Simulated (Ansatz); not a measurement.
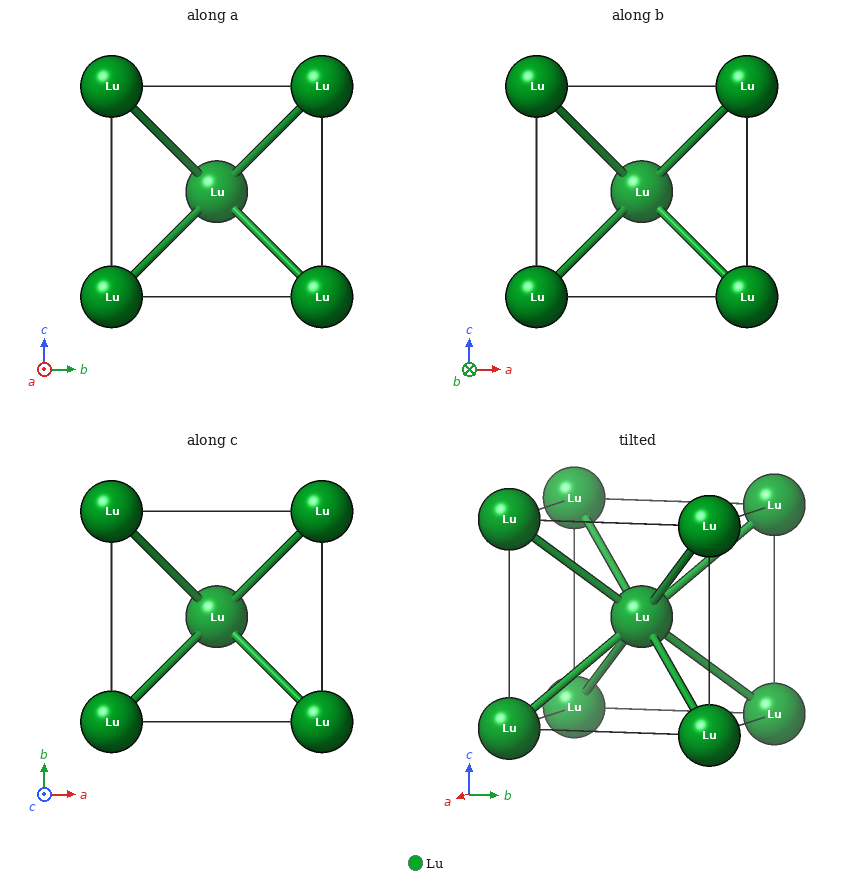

Structure drawing (ball-and-stick), viewed along the a axis, along the b axis, along the c axis and slightly off an axis. The lines enclose the conventional unit cell; boundary atoms appear with their images.

Lattice parameters: a = 4.016 Å, b = 4.016 Å, c = 4.016 Å, α = 90.00°, β = 90.00°, γ = 90.00°. Put a along x and b in the xy plane.

> Put the structure into a POSCAR file.

```
Lu
1.0
     4.016    0.000    0.000
     0.000    4.016    0.000
     0.000    0.000    4.016
Lu
2
Direct
  0.0000 0.0000 0.0000
  0.5000 0.5000 0.5000
```

It goes back to a structure type filled with this element by a generator (whether the element takes this form wasn't checked). Earlier steps of the study may have refined or changed the cell and positions. A calculation with Ansatz used it as input.
